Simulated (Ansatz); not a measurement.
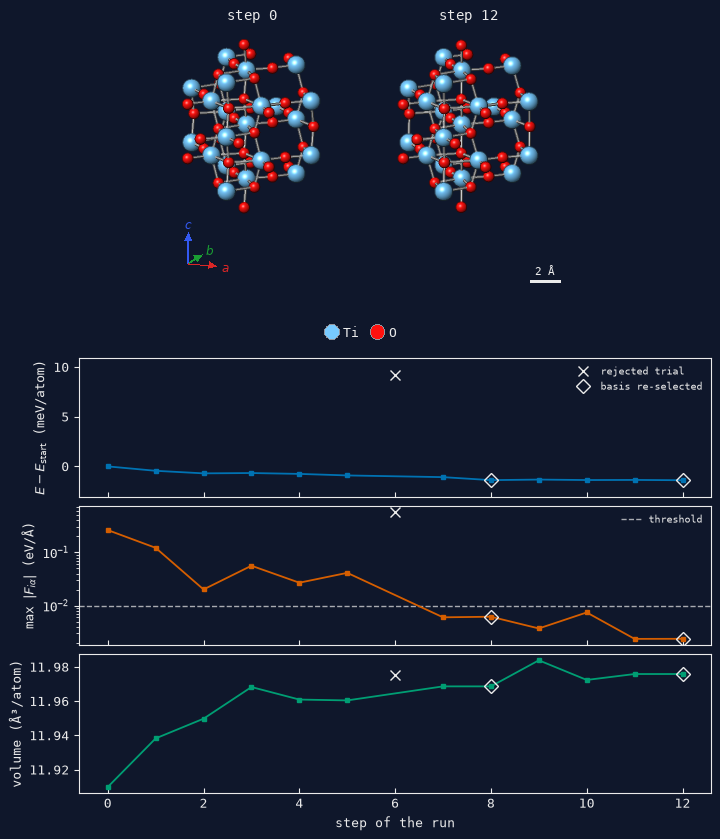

First and last geometry of a relaxation of solid TiO2 (set up in I4/m), with the history of the run. A ball-and-stick model of the atoms within 5.8 Å of the atom that moves most (axes of the conventional cell (2 times the calculation's cell)), seen slightly off an axis. Lengths and directions refer to the drawn axes.

The run lets cell and atoms move.

Computed with Ansatz 0.2.0, Kohn-Sham DFT of a periodic cell, PBE with D4, Ansatz PAW.

Input
```yaml
crystal:
  lattice:
    - [-4.3507577183, 4.3507577183, 1.8875555959]
    - [4.3507577183, -4.3507577183, 1.8875555959]
    - [4.3507577183, 4.3507577183, -1.8875555959]
  atoms:
    - { symbol: Ti, position: [0.292281705, 0.997144755, 0.28942646] }
    - { symbol: Ti, position: [0.002855245, 0.292281705, 0.29513695] }
    - { symbol: Ti, position: [0.997144755, 0.707718295, 0.70486305] }
    - { symbol: Ti, position: [0.707718295, 0.002855245, 0.71057354] }
    - { symbol: O, position: [0.498863825, 0.849215285, 0.34807911] }
    - { symbol: O, position: [0.16166202, 0.1596026, 0.32126462] }
    - { symbol: O, position: [0.150784715, 0.498863825, 0.64964854] }
    - { symbol: O, position: [0.1596026, 0.83833798, 0.99794058] }
    - { symbol: O, position: [0.8403974, 0.16166202, 0.00205942] }
    - { symbol: O, position: [0.849215285, 0.501136175, 0.35035146] }
    - { symbol: O, position: [0.83833798, 0.8403974, 0.67873538] }
    - { symbol: O, position: [0.501136175, 0.150784715, 0.65192089] }
hamiltonian:
  xc: pbe
  pseudopotentials: { kind: paw }
  dispersion: d4
kpoints:
  mp_grid: { grid: [8, 8, 8] }
scf:
  occupations: { method: fermi_dirac, width: 0.05 }
output:
  forces: true
  stress: true
  eigenvalues: true
  write_density: true
  write_potential: true
  elf: true
  volumetric_format: npy
relax:
  f_tol: 0.01
  max_steps: 40
  cell: { stress_tol: 0.05 }
```

Launched with:
```bash
ansatz run input.yaml --threads 4 --pin off --max-ram 11264MiB --backend cpu --events-out ev --progress --plain --runs-dir out
```

What do the curves and the structures tell?

Answer. It converged. After 9 accepted moves (12 points after the start) the energy has fallen by 1.4 meV per atom. The largest force component goes from 0.26 to 0.0024 eV/Å. The pressure goes from 0.14 to 0.00 GPa. The line search rejected the trial step at point 6 of the run. The SCF was repeated twice at an unchanged geometry on a basis and grid sized afresh for the cell, which shifted the energy by 0.3 meV per atom at most. The largest moves relative to the cell, 0.084 Å, are those of Ti atoms. Largest moves by element: Ti 0.084 Å, O 0.048 Å. The drawn cell changes as follows: a = b 8.702 → 8.759 Å (+0.7 %), c 3.775 → 3.746 Å (−0.8 %); the volume changes by +0.6 %. Some distances before and after: O–Ti 2.256 → 2.381 Å, O–Ti 2.211 → 2.166 Å, O–Ti 1.801 → 1.766 Å, O–Ti 1.814 → 1.846 Å. Bond angles that change, for instance: O–Ti–O 100.2° → 103.6°, O–Ti–O 98.3° → 95.2°, Ti–O–Ti 99.3° → 102.4°. The space group stays I4/m (No. 87). At step 6 the optimiser overshot: the energy rose above the start, and later steps came back.
